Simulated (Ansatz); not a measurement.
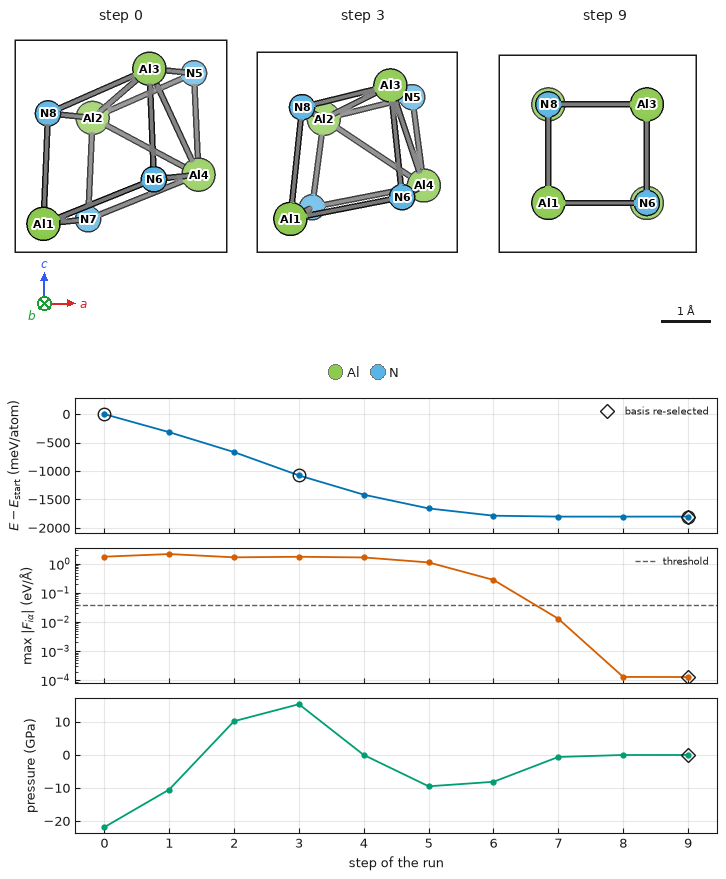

Frames of a relaxation of crystalline AlN (built on the FeSi (B20)_198 type) (coarse preliminary run), marked on the history of the run. Style: ball-and-stick. Shown: the cell of the calculation, along the b axis.

Case: FeSi (B20) type (P2_13, No. 198).

The calculation used Ansatz 0.2.0, DFT r2SCAN, scalar-relativistic, plane waves, PAW.

The input:
```yaml
crystal:
  lattice:
    - [4.3405232937, 0.0, 0.0]
    - [0.0, 4.3405232937, 0.0]
    - [0.0, 0.0, 4.3405232937]
  atoms:
    - { symbol: Al, position: [0.134, 0.134, 0.134] }
    - { symbol: Al, position: [0.366, 0.866, 0.634] }
    - { symbol: Al, position: [0.634, 0.366, 0.866] }
    - { symbol: Al, position: [0.866, 0.634, 0.366] }
    - { symbol: "N", position: [0.8445, 0.8445, 0.8445] }
    - { symbol: "N", position: [0.6555, 0.1555, 0.3445] }
    - { symbol: "N", position: [0.3445, 0.6555, 0.1555] }
    - { symbol: "N", position: [0.1555, 0.3445, 0.6555] }
basis:
  ecutwfc: 500
kpoints:
  mp_grid: { grid: [4, 4, 4] }
hamiltonian:
  xc: r2scan
scf:
  occupations: { method: gaussian, width: 0.1 }
  lower_state_search: "off"
output:
  forces: true
  stress: true
  eigenvalues: true
relax:
  adjacent_minimum: "off"
  f_tol: 0.04
  max_steps: 70
  cell: { stress_tol: 0.4 }
```

Run as
```bash
ansatz run input.yaml --threads 1 --pin off --max-ram 3072MiB --backend cpu --events-out ev --progress --plain --runs-dir out
```

Describe the path.

Answer. The largest moves relative to the cell, 0.81 Å, are those of Al1, Al2, Al3 and Al4. Al1 goes along [1 1 1]. Largest moves by element: Al 0.81 Å, N 0.66 Å. The drawn cell changes as follows: a = b = c 4.341 → 4.038 Å (−7.0 %); the volume changes by −19.5 %. Among the contacts that change: Al1–N5 2.176 → 3.497 Å, Al1–N6 2.443 → 2.019 Å, Al1–N6 (another image) 2.271 → 2.019 Å, Al1–Al2 2.660 → 2.855 Å. Bonds break: Al1–N5 (2.18 → 3.50 Å), Al2–N6 (2.18 → 3.50 Å), Al3–N7 (2.18 → 3.50 Å), Al4–N8 (2.18 → 3.50 Å). Bond angles that change, for instance: N5–Al3–N6 112.9° → 90.0°, Al2–N5–Al3 71.7° → 90.0°. The space group (tolerance 0.01 Å) goes from P2_13 (No. 198) to Fm-3m (No. 225). Over 8 accepted moves (9 points after the start) the energy falls by 1801 meV per atom. Largest force component: 1.8 eV/Å at the start, 0.00013 eV/Å at the end. Pressure: −21.85 GPa at the start and −0.02 GPa at the end. At 1 point the geometry stayed and the basis and grid were re-selected for the new cell (energy shift of 0.4 meV per atom at most each time). From step 0 to 3: N atoms move most (0.49 Å), volume −15.8 %, energy −1078 meV per atom. From step 3 to 9: Al atoms move most (0.58 Å), volume −4.4 %, energy −724 meV per atom.
